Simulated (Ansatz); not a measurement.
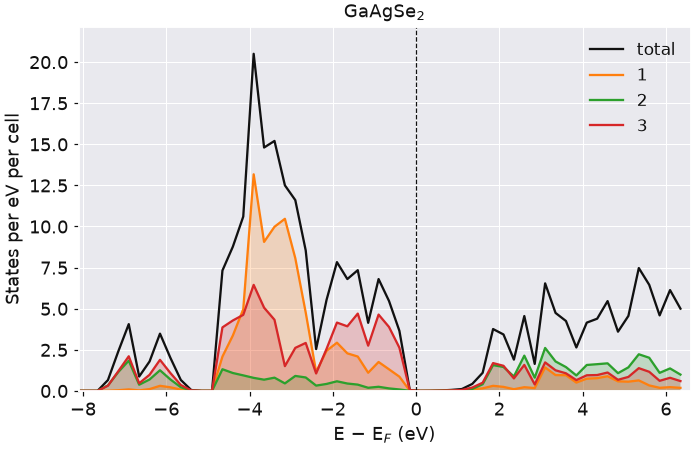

Density of states. Energies are counted from the Fermi level. The partial curves are projected on Löwdin-orthogonalised atomic shells; they sum to less than the total at higher energies, where shells without a projector contribute.

System: GaAgSe₂, space group I-42d (No. 122), 8 atoms in the cell, a database entry, rescaled; a = 6.04 Å, b = 6.04 Å, c = 6.95 Å, α = 64.25°, β = 64.25°, γ = 90.00°.

Level of theory: DFT with PBEsol, PAW plane waves, no spin polarisation, 5×5×5 k mesh, 420 eV cutoff; code Ansatz 0.2.0.

> Assign each number in the legend. The candidates: Ag, Ga, Se.

1 is Ag; 2 is Ga; 3 is Se.

> Is there a gap at the Fermi level, and how wide?

There is a gap; over the k points computed it is 0.34 eV.

The atoms aren't at rest in this cell (largest force 0.6 eV/Å), so the relaxed material can differ.
